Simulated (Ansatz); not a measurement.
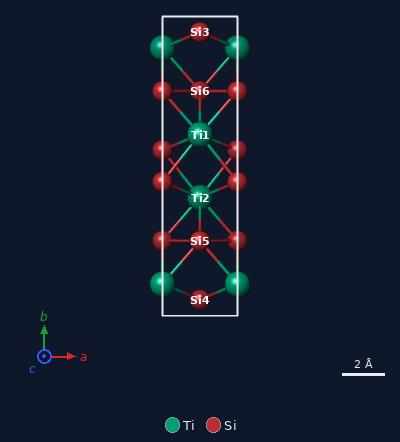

Fig. 1: The structure as given in the input (ball-and-stick view of the cell 2 times as large as that of the calculation, set on its symmetry axes, along the c axis; atoms are numbered from 1 in the order of the input). An atom can appear more than once, as a periodic image. Near neighbours in the periodic cell (some may lie outside the picture): Ti has 10 Si at 2.65 to 2.91 Å; Si has 2 Si at 2.36 Å and 6 Ti at 2.65 to 2.91 Å; Si has 4 Si at 2.54 Å and 4 Ti at 2.75 Å.

**TiSi2: single-point calculation**

System: TiSi2 (Cmcm, 6 atoms in the cell).
Method: DFT PBE, scalar-relativistic, plane waves, PAW, no spin polarisation (Ansatz 0.2.0).

The structure was made by swapping elements on the sites of another compound; it need not be a known phase. It belongs to a series of runs on one base structure; here: Zr -> Ti on all its sites, cell and atoms relaxed. Figures and captions count atoms from 1; the log counts them from 0 in places.

What the program printed
```
basis.fft_grid_basis auto: the FFT boxes are laid along the combinations [[1, 1, 0], [0, 1, 0], [0, 0, 1]] of the cell's own vectors, 3.611, 7.428 and 3.585 Å long. The dense box has 25×50×24 points. Along the cell's own vectors, as sized, it would have 50×50×24, 2.00 times as many. Of the 8 symmetry operations that the crystal satisfies within crystal.symmetry.tolerance (time reversal apart; of a slab, those that keep its plane) the dense box along the cell's own vectors carries 8, and the one as laid loses 4 of those. basis.fft_grid_basis: typed keeps the cell's own vectors: state it where this run's energies or levels are differenced outside the engine with another run's, or held beside a run that keeps those vectors.
Engine: ansatz 0.2.0, x86_64-unknown-linux-gnu
Pseudopotentials: kind: paw
Pseudopotential: Ti, paw, valence charge 12, recommended cutoff 420 eV (normal), Ti.paw.azcp
Pseudopotential: Si, paw, valence charge 4, recommended cutoff 420 eV (normal), Si.paw.azcp
Functional definition: PBE
  parameter kappa = 0.804
  parameter beta = 0.06672455060314922
  exchange = pbe_x(kappa = kappa, mu = beta*pi^2/3)
  correlation = pbe_c(beta = beta)
Crystal: 6 atoms, lattice volume = 93.275 Å³
Basis set: ecut = 420 eV, 1821 PW (Γ), FFT grids on a1+a2, a2, a3, exchange–correlation on 50×100×48 points (8 copies of the dense FFT grid, shifted against one another)
Bands: 26, of which v1, the nominal top of the filled ones, is band 20 counted from 1 (19 counted from 0)
Symmetry: 8 space group operations
Space group: Cmcm (ITA 63), of the structure as read, at distance tolerance 4.5e-5 Å
k-points: 52 of 216
Non-local potential: Ti, projectors of the file, l = 0: 3, l = 1: 2, l = 2: 3, l = 3: 1
Non-local potential: Si, projectors of the file, l = 0: 2, l = 1: 2, l = 2: 2
PAW form: soft (Blöchl's): semilocal exchange-correlation on the pseudo side does not see the compensation charge
PAW one-centre angular grid: Ti, 590 points (default); XC on 64 Gauss nodes
PAW one-centre angular grid: Si, 110 points (default); XC on 64 Gauss nodes
Initial density: superposition of atomic densities (neutral atoms: chi_scale 0, normalization atom), corrected by the library's trained network
Initial wavefunctions: pseudopotential atomic-orbital guess
Functional: x = pbe(κ = 0.804, μ = 0.2195149727645171), c = pbe(β = 0.06672455060314922)
SCF iter   1: F=—  HF=-7545.697088 eV  |F-HF|=—  |Δ(HF+E_count)|=         —  Δρ=3.95e-3  dr2=1.66e-2  ethr=1.77e-3  ⟨swp⟩=6.1  Hψ=6614  notcnv=0
preconditioner: auto → Kerker (q_TF=auto, 2.369 Å⁻¹)  [metal: Δε(μ)=0.042 eV  Ē_g=6.011 eV  σ=0.100 eV  W_gap=0.22  n_scr=18 (ndim 8)  ℏωp=18.8 eV  f_vac=0.000  D(μ)=2.02/eV (n_scr^D=14)]
SCF iter   2: F=—  HF=-7545.695774 eV  |F-HF|=—  |Δ(HF+E_count)|=   1.31e-3  Δρ=1.79e-3  dr2=3.33e-3  ethr=4.15e-5  ⟨swp⟩=1.3  Hψ=1790  notcnv=0
SCF iter   3: F=—  HF=-7545.695837 eV  |F-HF|=—  |Δ(HF+E_count)|=   6.29e-5  Δρ=4.41e-4  dr2=3.21e-4  ethr=8.33e-6  ⟨swp⟩=2.0  Hψ=1523  notcnv=0
SCF iter   4: F=—  HF=-7545.695820 eV  |F-HF|=—  |Δ(HF+E_count)|=   1.71e-5  Δρ=9.42e-5  dr2=1.56e-5  ethr=8.03e-7  ⟨swp⟩=2.1  Hψ=1550  notcnv=0
SCF iter   5: F=—  HF=-7545.696004 eV  |F-HF|=—  |Δ(HF+E_count)|=   1.84e-4  Δρ=2.60e-5  dr2=6.97e-7  ethr=3.91e-8  ⟨swp⟩=2.0  Hψ=1736  notcnv=0
SCF iter   6: F=-7545.696004 eV  HF=-7545.696004 eV  |F-HF|=2.78e-8  |Δ(HF+E_count)|=   6.80e-8  Δρ=5.96e-6  dr2=4.99e-8  ethr=2.50e-10  ⟨swp⟩=7.8  Hψ=5906  notcnv=0
SCF 1 converged in 6 iterations: F = -7545.696004 eV  dr2 = 4.99e-8
  greatest PAW one-centre occupation: 0.999 electrons in one spin orbital (limit 2), on the Ti atom at site 1 (counted from 0), in its partial waves of l = 0
```

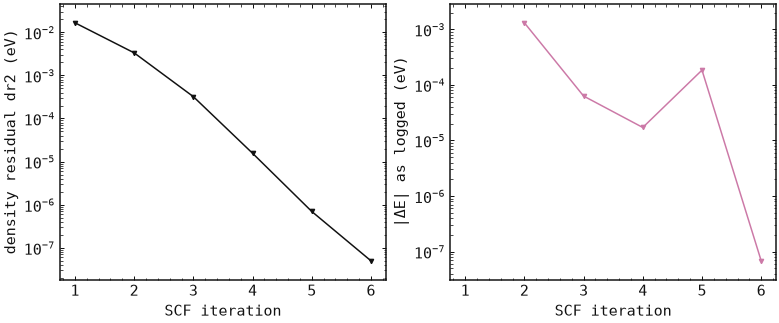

Fig. 2: Convergence of the self-consistent field: density residual dr2 and size of the energy change against the SCF iteration. The residual falls at every step.

```
SCF converged after 6 iterations
Free energy (F): -7545.696004 eV
Harris-Foulkes:  -7545.696004 eV  (|F-HF|=2.78e-8)
Internal energy: -7545.685981 eV  (E = F + TS)
E sigma→0 (E₀):  -7545.690992 eV
Entropy (-TS):   -0.010023 eV (-1.670 meV/atom)
Fermi energy:    11.621180 eV
--- Per-component energies (eV) ---
  E_band       = -277.470338
  E_kinetic    = 709.273131
  E_local      = -2168.075290  (includes V_loc(G=0)·N_el)
  E_nonlocal   = 117.981849
  E_hartree    = 925.203375
  E_xc         = -418.963581
  E_vxc        = -435.469995  (∫ρ·V_xc dr)
  E_paw        = -4145.957098  (= ΣΔE_a)
  E_vpaw       = -351.582218  (= ΣTr[D̂ρ^β])
  E_aug_tail   = 0.000259  (compensation charges beyond the density's cutoff)
  E_ewald      = -2565.148625
  E_smearing   = -0.010023  (= −TS)
  E_closure    = 0.000000  (closes the sum)
  Σ components = -7545.696004   (vs F -7545.696004, Δ=0.00e0)
--- Forces (eV/Å), atoms counted from 1 ---
  atom   1  Ti     0.00000000     0.10365908     0.00000000
  atom   2  Ti     0.00000000    -0.10365908     0.00000000
  atom   3  Si     0.00000000    -0.60386395     0.00000000
  atom   4  Si     0.00000000     0.60386395     0.00000000
  atom   5  Si     0.00000000     0.04165257     0.00000000
  atom   6  Si     0.00000000    -0.04165257     0.00000000
  max |Σ_I F_I| component: 1.11e-16 eV/Å
--- Stress (GPa, compression-positive) ---
       -7.414231       0.000000       0.000000
        0.000000      -9.754928       0.000000
        0.000000       0.000000      -4.240305
  P = ⅓ Tr σ = -7.1365 GPa (-71.365 kbar)
--- Band table (eV; the first three rows and the last of 52) ---
  k-point 0: bands = ["-45.4891", "-45.4853", "-21.8204", "-21.7827", "-21.7765", "-21.7736", "-21.7225", "-21.7110", "-0.9319", "0.6763", "3.6242", "8.6106", "8.8946", "8.9181", "9.0320", "9.1696", "9.2223", "9.4531", "9.7146", "11.9488", "12.1739", "12.4010", "12.4233", "12.8793", "13.0224", "13.2090"]
  k-point 1: bands = ["-45.4881", "-45.4847", "-21.8164", "-21.7810", "-21.7764", "-21.7757", "-21.7338", "-21.7245", "-0.6102", "0.9564", "3.9084", "6.5038", "7.2900", "9.0996", "9.1120", "9.4797", "9.4949", "9.6736", "10.5644", "11.5976", "11.9672", "11.9868", "12.6037", "13.3252", "13.4393", "13.5056"]
  k-point 2: bands = ["-45.4859", "-45.4839", "-21.8072", "-21.7863", "-21.7775", "-21.7744", "-21.7539", "-21.7507", "0.3370", "1.7900", "3.7540", "4.8180", "5.4658", "8.2226", "9.5403", "9.5612", "9.7559", "9.9521", "11.0817", "11.4932", "11.7000", "11.7921", "13.0753", "13.1010", "13.1442", "13.5489"]
  k-point 51: bands = ["-45.4841", "-45.4841", "-21.7994", "-21.7994", "-21.7747", "-21.7747", "-21.7614", "-21.7614", "2.2600", "2.2600", "2.4846", "2.4846", "8.0077", "8.0077", "8.5132", "8.5132", "9.8483", "9.8483", "10.8341", "10.8341", "11.7531", "11.7531", "13.1978", "13.1978", "13.7513", "13.7513"]
```

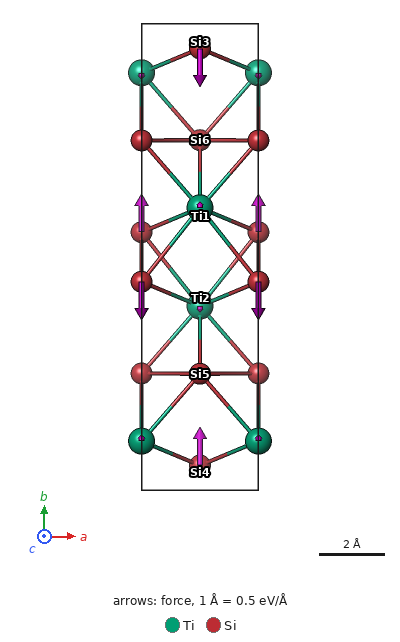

Fig. 3: Forces on the atoms as pink arrows (ball-and-stick view of the cell 2 times as large as that of the calculation, set on its symmetry axes, along the c axis; atoms are numbered from 1 in the order of the input); the smallest are left out. The largest act on Si3, Si4 (0.60 eV/Å). The geometry is not a stationary point of this energy.

The run was set up as follows.

Input file
```yaml
crystal:
  lattice:
    - [1.8053389588, -7.2054245484, 0.0]
    - [1.8053389588, 7.2054245484, 0.0]
    - [0.0, 0.0, 3.5852352114]
  atoms:
    - { symbol: Ti, position: [0.8946665394, 0.1053334606, 0.75] }
    - { symbol: Ti, position: [0.1053334606, 0.8946665394, 0.25] }
    - { symbol: Si, position: [0.5530999447, 0.4469000553, 0.75] }
    - { symbol: Si, position: [0.4469000553, 0.5530999447, 0.25] }
    - { symbol: Si, position: [0.2503123053, 0.7496876947, 0.75] }
    - { symbol: Si, position: [0.7496876947, 0.2503123053, 0.25] }
basis:
  ecutwfc: 420
kpoints:
  mp_grid: { grid: [6, 6, 6] }
hamiltonian:
  xc: pbe
scf:
  occupations: { method: gaussian, width: 0.1 }
output:
  forces: true
  stress: true
  eigenvalues: true
```

Run as:
```bash
ansatz run input.yaml --threads 2 --pin off --max-ram 5120MiB --backend cpu --events-out ev --progress --plain --runs-dir out
```

Key numbers

```csv
quantity,value
outcome,converged
space group (tolerance 0.01 Å),Cmcm (63)
electrons treated,40
free energy,−7545.6960 eV
Fermi energy,11.621 eV
gap on the k-point mesh,none (metallic)
pressure,−7.14 GPa
largest force (length of the vector),0.604 eV/Å
hardware,"2 threads of AMD EPYC (Zen 3), 32 GiB of memory available, shared host"
wall time,2.7 s (CPU time 5.1 s)
peak memory,0.43 GiB
```
